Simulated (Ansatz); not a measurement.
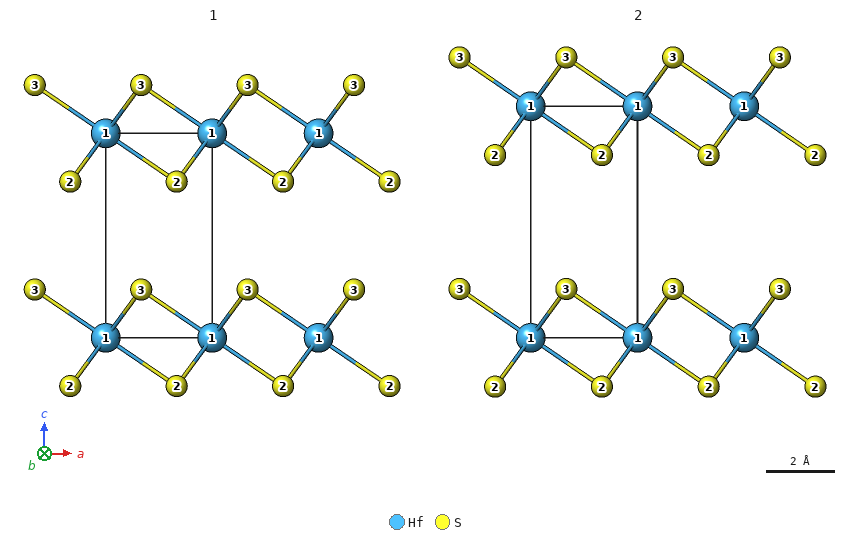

Two geometries of solid HfS2 (set up in P-3m1), drawn at one scale. One is the start of a relaxation, the other its converged end. Style: ball-and-stick. Shown: the cell of the calculation, repeated 2 × 1 × 1 with one cell outlined, along the b axis.

Theory: DFT PBE, scalar-relativistic, plane waves, PAW in Ansatz 0.2.0. Settings: plane-wave cutoff 420 eV; k-point mesh 12 × 12 × 6; occupations gaussian; smearing width 0.02 eV; no spin polarisation; cell and atoms relaxed; force threshold 0.005 eV/Å; at most 80 steps.

### Which of the two is the end point?

Structure 2 is the relaxed one. The energy falls by 24.4 meV per cell of the calculation in 9 accepted moves (11 points after the start). The largest force component goes from 0.22 to 0.001 eV/Å. Pressure: 1.85 GPa at the start and 0.00 GPa at the end. The SCF was repeated twice at an unchanged geometry on a basis and grid sized afresh for the cell, which shifted the energy by 1.9 meV per cell of the calculation at most. The largest moves relative to the cell, 0.17 Å, are those of S2 and S3. S2 goes along +c. Hf stays in place. The volume changes by +14.0 %, with a = b 3.640 → 3.651 Å (+0.3 %), c 6.056 → 6.857 Å (+13.2 %). Among the contacts that change: Hf1–S2 2.541 → 2.557 Å. The space group stays P-3m1 (No. 164). The run took 100 s on 1 thread of Intel(R) Xeon(R) Platinum 8488C (Sapphire Rapids) (shared host), peak memory 0.49 GiB.

Limits of the set-up: layers or molecules are held without a dispersion correction, so their spacing is unreliable.
